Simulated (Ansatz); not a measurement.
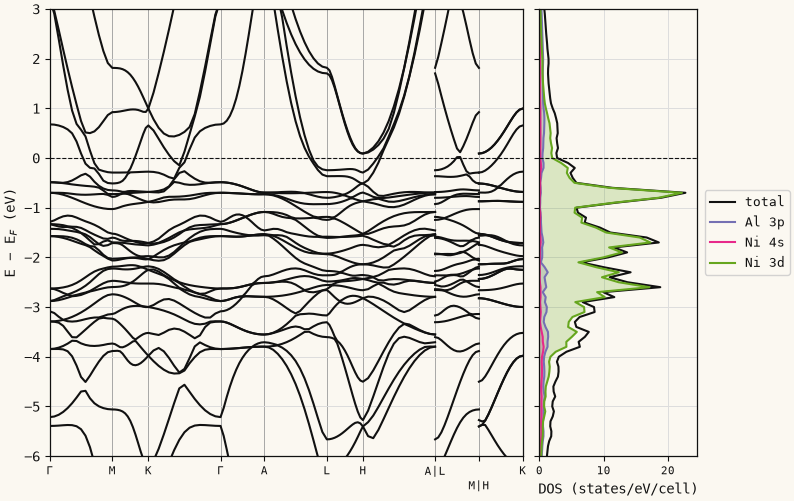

Describe the figure.

Band structure and density of states of AlNi2, space group P-3m1, 6 atoms in the cell. Computed with Ansatz: DFT r2SCAN, scalar-relativistic, plane waves, PAW, spin-polarised, 12×12×8 k mesh, 500 eV cutoff, Gaussian smearing of 0.1 eV. Energies are counted from the Fermi level. The partial curves are projected on Löwdin-orthogonalised atomic shells.

A metal: 2 bands cross the Fermi level along this path. At K the nearest levels lie 0.28 eV below and 0.66 eV above the Fermi level. The density of states at the Fermi level is about 3.6 per eV and cell (mean within 0.25 eV), or 0.61 per atom. By projected weight, the states within 0.3 eV of the Fermi level are Ni 3d (80 %) and Al 3p (15 %).

The run may have settled in a state above the lowest, so this need not be the ground state. Some starting moments didn't survive the run. The cell is at −6 GPa in this functional.
